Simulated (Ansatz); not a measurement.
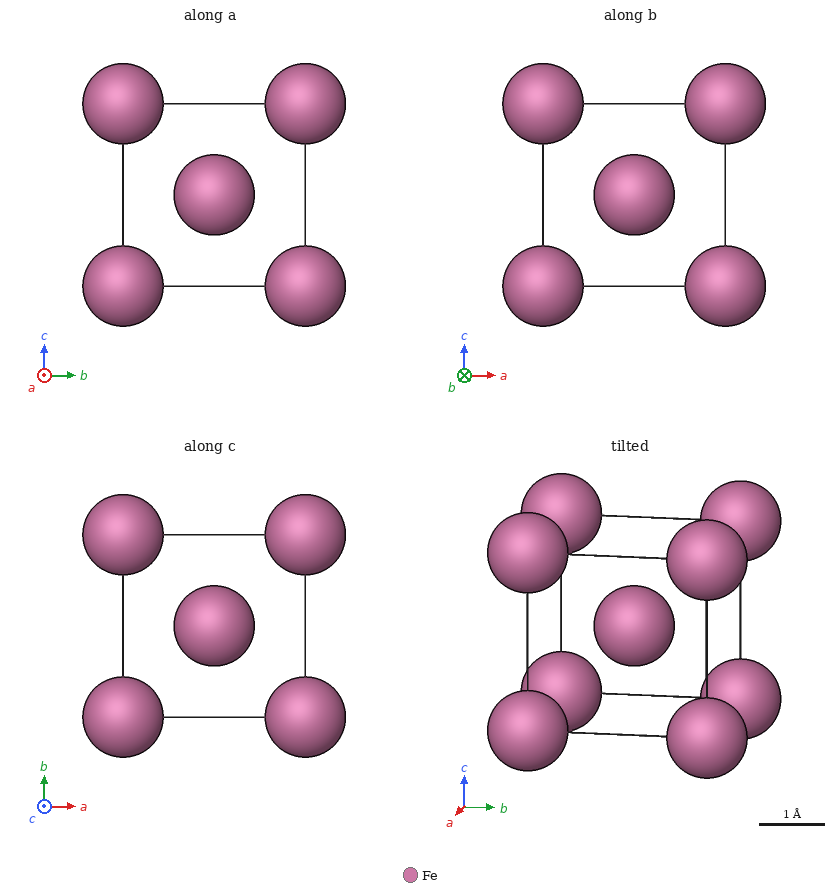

The image is a spheres-only drawing of a crystal, viewed along the a axis, along the b axis, along the c axis and slightly off an axis. Thin lines show the conventional unit cell, with boundary atoms drawn in all their periodic places.

Lattice parameters: a = 2.8310 Å, b = 2.8310 Å, c = 2.8310 Å, α = 90.000°, β = 90.000°, γ = 90.000°.

Question: Write down what is shown as a CIF in P1 with every atom of the cell.

Answer:
```cif
data_structure
_symmetry_space_group_name_H-M 'P 1'
_symmetry_Int_Tables_number 1
_cell_length_a 2.8310
_cell_length_b 2.8310
_cell_length_c 2.8310
_cell_angle_alpha 90.000
_cell_angle_beta 90.000
_cell_angle_gamma 90.000
_cell_volume 22.69
loop_
_atom_site_label
_atom_site_type_symbol
_atom_site_fract_x
_atom_site_fract_y
_atom_site_fract_z
_atom_site_occupancy
Fe1 Fe 0.0000 0.0000 0.0000 1
Fe2 Fe 0.5000 0.5000 0.5000 1
```

Origin of the cell: the standard structure of this element. The cell was then strained or its atoms displaced on purpose. Ansatz was used for an electronic-structure calculation on it.
